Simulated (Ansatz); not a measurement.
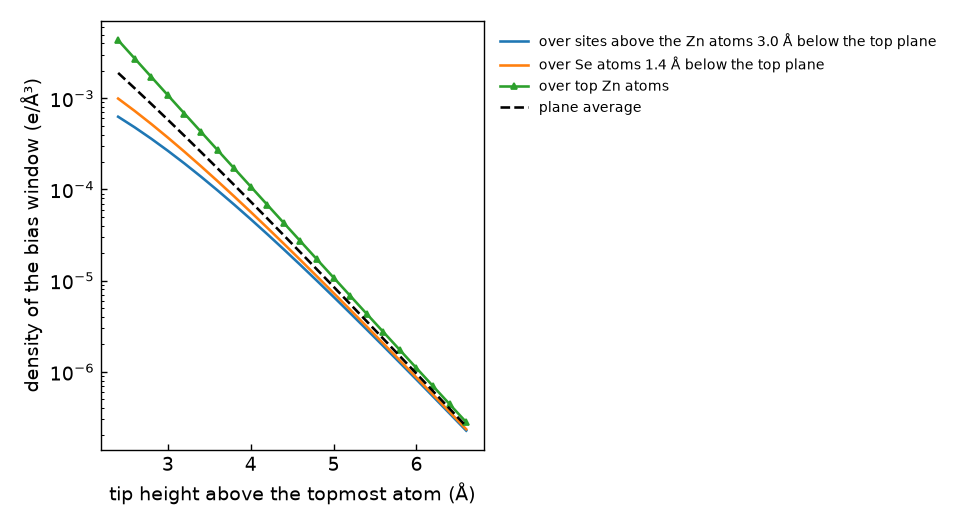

Approach curves over ZnSe(100) (F-43m bulk, 8 atomic planes (those closer than 0.6 Å count as one), 10 Å, Zn-terminated) at a sample bias of −1.00 V.

Model: Tersoff–Hamann, s-wave tip, no tip–sample forces. Bias windows are sharp sums over the levels of the k mesh.

Theory: DFT PBE, scalar-relativistic, plane waves, PAW in Ansatz. Cutoff 420 eV, 15 × 15 k-points, Gaussian smearing 0.05 eV, dipole correction. The slab is a cut without reconstruction beyond its cell, at the source's lattice constants, with its lower half held fixed and the rest relaxed. Real surfaces of this kind mostly reconstruct in larger cells, which this cell doesn't allow. Its faces differ (Zn on top, Se below), so the slab is asymmetric; states at the Fermi level may come from the unlike faces. No spin polarisation. The run couldn't confirm all of its levels under its output density. The run warns that the functional's potential is rough in the thin density of the vacuum, where the tip is; weak contrasts and barriers may feel it.

Estimate the decay constant and the apparent barrier, and compare with the vacuum level, which the run puts 4.11 eV above zero bias.

Near 4 Å the plane average falls as exp(−2.11 z/Å), a factor of 8.3 per ångström, which gives an apparent barrier of 4.3 eV (0.952 eV Å² times the slope squared). The apparent barrier is close to 4.11 eV. At 4 Å the 0.25 eV of states nearest the highest filled state carry 85 % of the density.
